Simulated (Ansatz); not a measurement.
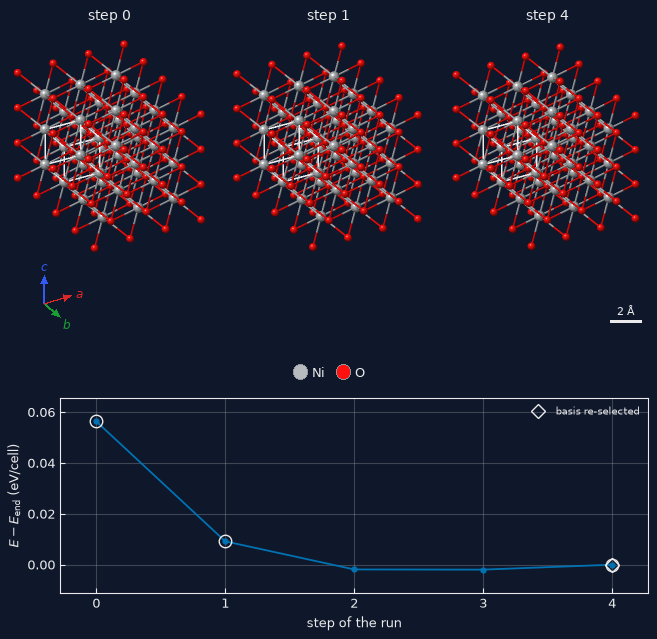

Frames of a relaxation of crystalline NiO (built on the caesium chloride_221 type) (coarse preliminary run), marked on the history of the run. The picture is a ball-and-stick view of the cell of the calculation, repeated 2 × 3 × 2 with one cell outlined, seen from a free direction.

Case: caesium chloride type (Pm-3m, No. 221).

All numbers below come from DFT r2SCAN, scalar-relativistic, plane waves, PAW (Ansatz 0.2.0). (plane-wave cutoff 500 eV; k-point mesh 6 × 6 × 6; occupations gaussian; smearing width 0.1 eV; collinear spin; cell and atoms relaxed; force threshold 0.04 eV/Å; at most 70 steps)

> Describe the path.

The atoms keep their places relative to the cell (all moves are under 0.005 Å). Cell: a = b = c 2.650 → 2.587 Å (−2.4 %). Volume −6.9 %. Among the contacts that change: Ni–O 2.295 → 2.241 Å. The space group stays Pm-3m (No. 221). The energy falls by 56.4 meV per cell of the calculation in 3 accepted moves (4 points after the start). All forces vanish by symmetry, so only the cell relaxes. Pressure: −13.08 GPa at the start and −0.08 GPa at the end. The SCF was repeated once at an unchanged geometry on a basis and grid sized afresh for the cell, which shifted the energy by 1.9 meV per cell of the calculation at most. The run took 7.7 s on 1 thread of Intel(R) Xeon(R) 6975P-C (Granite Rapids) (shared host), peak memory 0.38 GiB. From step 0 to 1: volume −4.1 %, energy −47.2 meV per cell of the calculation. From step 1 to 4: volume −2.9 %, energy −9.2 meV per cell of the calculation.

```tsv
step	E − E(0), meV/atom	pressure, GPa	volume, Å³/atom	note
0	0.00	-13.08	9.303	
1	-23.58	-6.03	8.923	
2	-29.11	0.91	8.623	
3	-29.14	-0.05	8.661	
4	-28.18	-0.08	8.661	same geometry, new basis
```

Limits of the set-up: the k-point mesh is coarse for a cell with partly filled bands.
